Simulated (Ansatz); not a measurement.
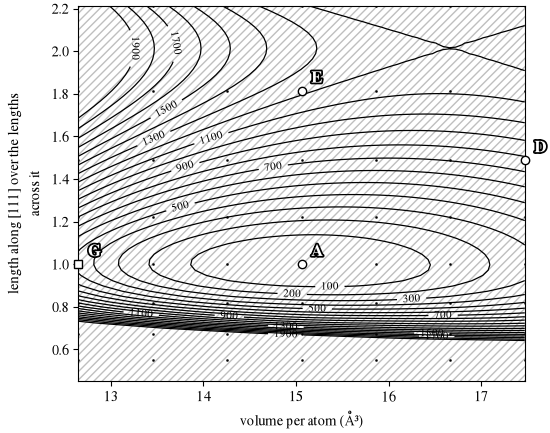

Mo (Im-3m, No. 229; 1 atom in the cell). The energy is mapped over volume and the cell's shape. Coordinates scanned: (1) volume per atom; (2) length along [111] over the lengths across it, relative to the cubic cell. Nothing is relaxed (symmetry fixes all fractional coordinates). The scan uses a 7 × 9 grid. At 5 points there is no value (left out of the scan, as a rule where atoms come close). Points are written as (first, second). Energies: meV/atom, counted from the lowest grid point. Method: DFT LDA, scalar-relativistic, plane waves, PAW (Ansatz). Settings: cutoff 420 eV, k-mesh 22×22×22, gaussian smearing 0.15 eV, no spin polarisation.

The picture shows contour lines labelled in meV/atom (none above 1900), dots at the grid points, hatched blanks where no value was computed, lettered points. Between grid points the surface is interpolated.

Is G the lowest point of the computed grid?

Answer. No. G lies 472 meV/atom above the lowest grid point, which is at (15.06 Å³, 1.000) [bcc].

Which space group has the cell at each letter?

Answer. A: Im-3m; D: R-3m; E: R-3m; G: Im-3m.

PAW datasets: the set soft_1.
